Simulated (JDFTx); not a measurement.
## Run report: TiAl, single-point calculation at one volume of an equation of state

TiAl (2 atoms in the cell), computed with Kohn-Sham DFT of a periodic cell, PBEsol, PseudoDojo-SR-PBEsol-0.4.1-standard, no spin polarisation (JDFTx 1.7.0 (patched build)).

The structure derives from an entry of the Crystallography Open Database. It belongs to a series of runs on one base structure; here: volume scaled by 0.98.

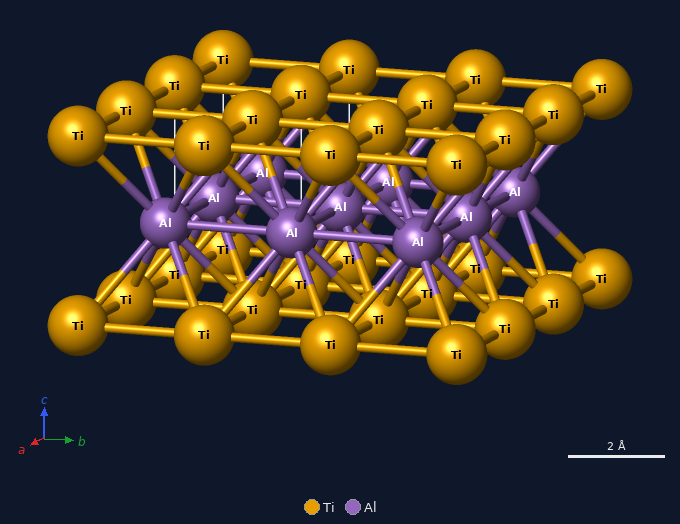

The structure (ball-and-stick view of the cell of the calculation, repeated 3 × 3 × 1, seen slightly off an axis). An atom can appear more than once, as a periodic image. Near neighbours in the periodic cell (some may lie outside the picture): Ti has 8 Al at 2.83 Å and 4 Ti at 2.82 Å; Al has 4 Al at 2.82 Å and 8 Ti at 2.83 Å.

## Input
```
lattice \
    5.3257341515     0.0000000000     0.0000000000 \
    0.0000000000     5.3257341515     0.0000000000 \
    0.0000000000     0.0000000000     7.6191053096
coords-type Lattice
ion Ti     0.0000000000     0.0000000000     0.0000000000 1
ion Al     0.5000000000     0.5000000000     0.5000000000 1

ion-species pseudo/Ti.upf
ion-species pseudo/Al.upf
elec-cutoff 42 336
elec-ex-corr gga-PBEsol
kpoint-folding 9 9 7
elec-smearing Fermi 0.0018374661
elec-n-bands 13
electronic-SCF nIterations 100 energyDiffThreshold 1e-09
electronic-minimize nIterations 30 energyDiffThreshold 1e-7
forces-output-coords Cartesian

dump-name run.$VAR
dump End Ecomponents EigStats BandEigs Kpoints Forces Stress
```

Command:
```bash
jdftx -c 1 -i TiAl.in -o TiAl.out
```

## Log
```
*************** JDFTx 1.7.0 (patched build) ***************

Input parsed successfully to the following command list (including defaults):
[... the input with its defaults ...]

---------- Setting up symmetries ----------

Found 16 point-group symmetries of the bravais lattice
Found 16 space-group symmetries with basis
Applied RMS atom displacement 0 bohrs to make symmetries exact.

---------- Initializing the Grid ----------
R =
[      5.32573            0            0  ]
[            0      5.32573            0  ]
[            0            0      7.61911  ]
unit cell volume = 216.104
G =
[    1.17978          0          0  ]
[          0    1.17978          0  ]
[          0          0   0.824662  ]
Minimum fftbox size, Smin = [  44  44  64  ]
Chosen fftbox size, S = [  48  48  64  ]

---------- Initializing tighter grid for wavefunction operations ----------
R =
[      5.32573            0            0  ]
[            0      5.32573            0  ]
[            0            0      7.61911  ]
unit cell volume = 216.104
G =
[    1.17978          0          0  ]
[          0    1.17978          0  ]
[          0          0   0.824662  ]
Minimum fftbox size, Smin = [  32  32  48  ]
Chosen fftbox size, S = [  32  32  48  ]

---------- Exchange Correlation functional ----------
Initalized PBEsol GGA exchange.
Initalized PBEsol GGA correlation.

---------- Setting up pseudopotentials ----------
Width of ionic core gaussian charges (only for fluid interactions / plotting) set to 0

Reading pseudopotential file 'pseudo/Ti.upf':
  'Ti' pseudopotential, 'PBESOL' functional
  Generated using ONCVPSP code by D. R. Hamann
  12 valence electrons, 4 orbitals, 6 projectors, 1001 radial grid points, with lMax = 2
    3S    l: 0   occupation:  2.0   eigenvalue: -2.295026
    3P    l: 1   occupation:  6.0   eigenvalue: -1.424955
    3D    l: 2   occupation:  2.0   eigenvalue: -0.157121
    4S    l: 0   occupation:  2.0   eigenvalue: -0.164537
  Core radius for overlap checks: 1.61 bohrs.

Reading pseudopotential file 'pseudo/Al.upf':
  'Al' pseudopotential, 'PBESOL' functional
  Generated using ONCVPSP code by D. R. Hamann
  3 valence electrons, 2 orbitals, 6 projectors, 1001 radial grid points, with lMax = 2
    3S    l: 0   occupation:  2.0   eigenvalue: -0.283523
    3P    l: 1   occupation:  1.0   eigenvalue: -0.098840
  Core radius for overlap checks: 1.74 bohrs.

Initialized 2 species with 2 total atoms.

Folded 1 k-points by 9x9x7 to 567 k-points.

---------- Setting up k-points, bands, fillings ----------
Reduced to 60 k-points under symmetry.
Computing the number of bands and number of electrons
Calculating initial fillings.
nElectrons:  15.000000   nBands: 13   nStates: 60

----- Setting up reduced wavefunction bases (one per k-point) -----
average nbasis = 2809.473 , ideal nbasis = 2809.512

---------- Setting up ewald sum ----------
Optimum gaussian width for ewald sums = 2.132845 bohr.
Real space sum over 1089 unit cells with max indices [  5  5  4  ]
Reciprocal space sum over 1815 terms with max indices [  5  5  7  ]

---------- Allocating electronic variables ----------
Initializing wave functions:  linear combination of atomic orbitals
Ti pseudo-atom occupations:   s ( 2 2 )  p ( 6 )  d ( 2 )
Al pseudo-atom occupations:   s ( 2 )  p ( 1 )
	FillingsUpdate:  mu: +0.455724763  nElectrons: 15.000000
LCAOMinimize: Iter:   0  F: -60.3564605140676562  |grad|_K:  1.388e-03  alpha:  1.000e+00
	FillingsUpdate:  mu: +0.430126714  nElectrons: 15.000000
LCAOMinimize: Iter:   1  F: -60.3599715074604859  |grad|_K:  2.070e-04  alpha:  2.705e-01  linmin:  5.764e-03  cgtest: -2.047e-01
	FillingsUpdate:  mu: +0.429705479  nElectrons: 15.000000
[... 8 lines of inner loops ...]
LCAOMinimize: 	Predicted alpha/alphaT>3.000000, increasing alphaT to 8.762282e-01.
	FillingsUpdate:  mu: +0.431529632  nElectrons: 15.000000
LCAOMinimize: Iter:   6  F: -60.3601608268057035  |grad|_K:  4.661e-08  alpha:  9.273e-01  linmin: -1.106e-03  cgtest:  1.374e-02
LCAOMinimize: Converged (|Delta F|<1.000000e-06 for 2 iters).

-------- Electronic minimization -----------
Will mix electronic density at each iteration.
	FillingsUpdate:  mu: +0.431529632  nElectrons: 15.000000
	FillingsUpdate:  mu: +0.420404968  nElectrons: 15.000000
SCF: Cycle:  0   F: -60.406894813772666   dF: -4.673e-02   |Residual|: 8.594e-02   |deigs|: 2.219e-02
	FillingsUpdate:  mu: +0.404301316  nElectrons: 15.000000
SCF: Cycle:  1   F: -60.413968230793458   dF: -7.073e-03   |Residual|: 2.469e-02   |deigs|: 2.440e-02
	FillingsUpdate:  mu: +0.407449836  nElectrons: 15.000000
SCF: Cycle:  2   F: -60.415443692403223   dF: -1.475e-03   |Residual|: 1.537e-02   |deigs|: 4.147e-03
	FillingsUpdate:  mu: +0.406110964  nElectrons: 15.000000
SCF: Cycle:  3   F: -60.415548854632128   dF: -1.052e-04   |Residual|: 3.716e-03   |deigs|: 2.853e-03
	FillingsUpdate:  mu: +0.406537892  nElectrons: 15.000000
SCF: Cycle:  4   F: -60.415555233008796   dF: -6.378e-06   |Residual|: 1.247e-03   |deigs|: 8.409e-04
	FillingsUpdate:  mu: +0.406299040  nElectrons: 15.000000
SCF: Cycle:  5   F: -60.415557886355437   dF: -2.653e-06   |Residual|: 3.134e-04   |deigs|: 4.516e-04
	FillingsUpdate:  mu: +0.406329079  nElectrons: 15.000000
SCF: Cycle:  6   F: -60.415558184916023   dF: -2.986e-07   |Residual|: 8.440e-05   |deigs|: 1.607e-04
	FillingsUpdate:  mu: +0.406340893  nElectrons: 15.000000
SCF: Cycle:  7   F: -60.415558299450517   dF: -1.145e-07   |Residual|: 2.670e-05   |deigs|: 4.011e-04
	FillingsUpdate:  mu: +0.406339457  nElectrons: 15.000000
SCF: Cycle:  8   F: -60.415558333177088   dF: -3.373e-08   |Residual|: 9.973e-06   |deigs|: 6.357e-04
	FillingsUpdate:  mu: +0.406338603  nElectrons: 15.000000
SCF: Cycle:  9   F: -60.415558346312423   dF: -1.314e-08   |Residual|: 5.164e-06   |deigs|: 1.176e-04
	FillingsUpdate:  mu: +0.406338268  nElectrons: 15.000000
SCF: Cycle: 10   F: -60.415558349874594   dF: -3.562e-09   |Residual|: 1.581e-06   |deigs|: 6.946e-05
	FillingsUpdate:  mu: +0.406338272  nElectrons: 15.000000
SCF: Cycle: 11   F: -60.415558351325416   dF: -1.451e-09   |Residual|: 1.303e-06   |deigs|: 8.644e-05
	FillingsUpdate:  mu: +0.406338266  nElectrons: 15.000000
SCF: Cycle: 12   F: -60.415558351710615   dF: -3.852e-10   |Residual|: 1.477e-06   |deigs|: 4.854e-05
	FillingsUpdate:  mu: +0.406338297  nElectrons: 15.000000
SCF: Cycle: 13   F: -60.415558351847942   dF: -1.373e-10   |Residual|: 2.061e-06   |deigs|: 2.053e-04
SCF: Converged (|Delta E|<1.000000e-09 for 2 iters).

Setting wave functions to eigenvectors of Hamiltonian

# Stress tensor in Cartesian coordinates [Eh/a0^3]:
[  6.93936e-05            0            0  ]
[            0  6.93936e-05            0  ]
[            0            0  3.83357e-05  ]

# Ionic positions in lattice coordinates:
ion Ti   0.000000000000000   0.000000000000000   0.000000000000000 1
ion Al   0.500000000000000   0.500000000000000   0.500000000000000 1

# Forces in Cartesian coordinates:
force Ti   0.000000000000000   0.000000000000000   0.000000000000000 1
force Al  -0.000000000000000  -0.000000000000000   0.000000000000000 1

# Energy components:
   Eewald =      -40.0899135499223362
       EH =       16.6574046362335970
     Eloc =      -53.7352389219109767
      Enl =        0.8456151132530837
      Exc =       -9.7606901217876789
 Exc_core =        1.2355816214017743
       KE =       24.4322997944233897
-------------------------------------
     Etot =      -60.4149414283091346
       TS =        0.0006169235388045
-------------------------------------
        F =      -60.4155583518479418

IonicMinimize: Iter:   0  F: -60.415558351847942  |grad|_K:  0.000e+00
IonicMinimize: Converged (|grad|_K<1.000000e-04).

#--- Lowdin population analysis ---
# oxidation-state Ti +0.524
# oxidation-state Al -0.447

Dumping 'run.eigStats' ...
	eMin: -1.664636 at state 0 ( [ +0.000000 +0.000000 +0.000000 ] spin 0 )
	HOMO: +0.406333 at state 30 ( [ +0.111111 +0.333333 +0.285714 ] spin 0 )
	mu  : +0.406338
	LUMO: +0.407488 at state 31 ( [ +0.111111 +0.333333 +0.428571 ] spin 0 )
	eMax: +0.791919 at state 7 ( [ +0.000000 +0.111111 +0.428571 ] spin 0 )
	HOMO-LUMO gap: +0.001155
	Optical gap  : +0.010424 at state 27 ( [ +0.111111 +0.222222 +0.428571 ] spin 0 )
Done!
```

## Results in brief

| quantity | value |
| --- | --- |
| outcome | converged |
| space group (tolerance 0.01 Å) | P4/mmm (123) |
| electrons treated | 15 |
| free energy | −1643.9911 eV |
| Fermi energy | 11.057 eV |
| gap on the k-point mesh | none (metallic) |
| pressure | −1.74 GPa |
| largest force (length of the vector) | under 0.001 eV/Å |
| hardware | 1 thread of Intel Xeon (Granite Rapids), 64 GiB of memory available, shared host |
| wall time | 56 s |
| peak memory | 0.18 GiB |
